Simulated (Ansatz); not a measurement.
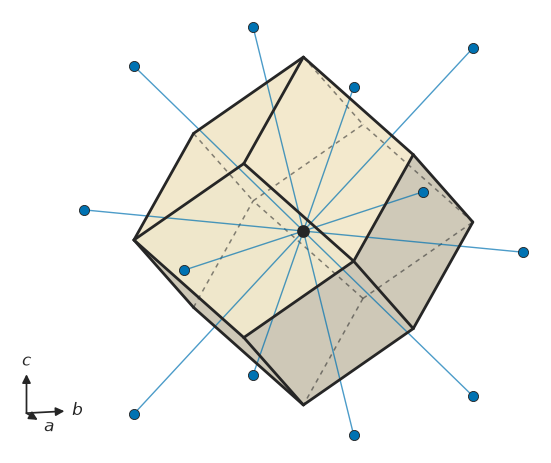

Crystal: MgS, the end point of a relaxation with DFT, PBEsol, plane waves, PAW in Ansatz 0.2.0; the starting structure was generated, so it need not be a known form of this composition. The Wigner–Seitz cell of the crystal's lattice, with lines to the lattice points that define its faces. All values are computed from the atomic coordinates in the standard setting (tolerance 0.002 Å).

a = 5.652 Å, b = 5.652 Å, c = 5.652 Å, α = 90.00°, β = 90.00°, γ = 90.00°; lattice centring F.

> Which of Fedorov's five parallelohedra is it?

A rhombic dodecahedron: 12 faces (12 with 4 edges), 24 edges, 14 vertices. Its volume is that of the primitive cell, 45.1 Å³.

> Which lattice vectors do the faces bisect?

```tsv
example	length (Å)	faces	edges of each	area (Å²)
1/2 a + 1/2 b	4.00	12	4	5.6
```
